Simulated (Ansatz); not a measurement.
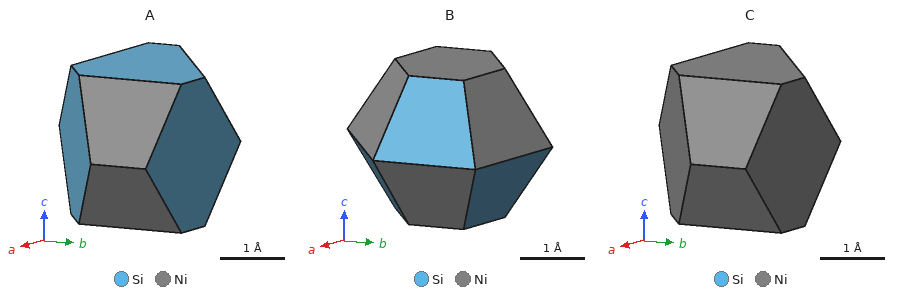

Computed Voronoi cells of the 3 sites of this structure, drawn to one scale and in one orientation; each face has the colour of the neighbour behind it.

SiNi2, space group P6_3/mmc (No. 194), a = 3.871 Å, b = 3.871 Å, c = 4.917 Å, α = 90.00°, β = 90.00°, γ = 120.00°

| site | Wyckoff | x | y | z |
| --- | --- | --- | --- | --- |
| Si | 2d | 0.3333 | 0.6667 | 0.7500 |
| Ni1 | 2a | 0.0000 | 0.0000 | 0.0000 |
| Ni2 | 2c | 0.3333 | 0.6667 | 0.2500 |

Origin: coordinates from a relaxation with DFT PBE+D3(BJ), scalar-relativistic, plane waves, PAW in Ansatz 0.2.0.

Q: Which cell belongs to which site?

A: A is Ni2 (11 faces above 1 % of the solid angle, 10.5 Å³, facing Si 58 %, Ni 42 %); B is Ni1 (14 faces above 1 % of the solid angle, 11.0 Å³, facing Ni 58 %, Si 42 %); C is Si (11 faces above 1 % of the solid angle, 10.5 Å³, facing only Ni).
